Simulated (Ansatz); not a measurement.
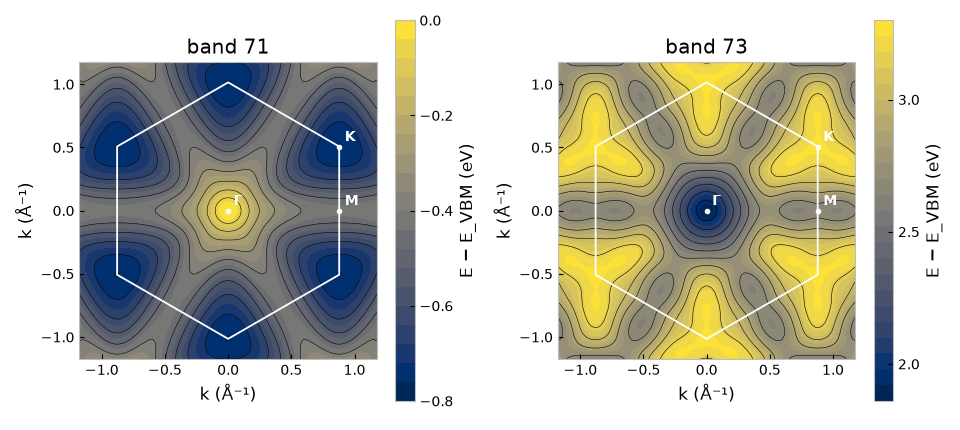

Two bands of one free-standing CuI layer cut from the bulk crystal (space group of the slab cell P-3m1) over the plane of the sheet: the highest mostly filled and the lowest mostly empty one.

All numbers here come from Ansatz, DFT PBE, spin-orbit coupling, plane waves, PAW; levels and slopes on a k mesh at the converged density. Non-magnetic. With an inversion centre and no moment every band is doubly degenerate; a pair is shown and named once. k mesh for the levels: 24×24×1. Unrelaxed database geometry. The cell comes from a database of computed structures, not from a measurement.

### Give both levels and their distance at the named points.

```csv
point,lower band (eV),upper band (eV),distance (eV)
Γ,0.00,1.88,1.88
K,−0.76,3.26,4.02
M,−0.43,2.66,3.09
```

### Where are the band edges of the whole zone?

The valence band has one maximum at Γ, mass 0.42 mₑ in all directions; the conduction band has one minimum at Γ, mass 0.33 mₑ in all directions. The gap is direct, 1.88 eV at this level of theory (semilocal functionals give gaps that are too small, and can reorder valleys that lie close).
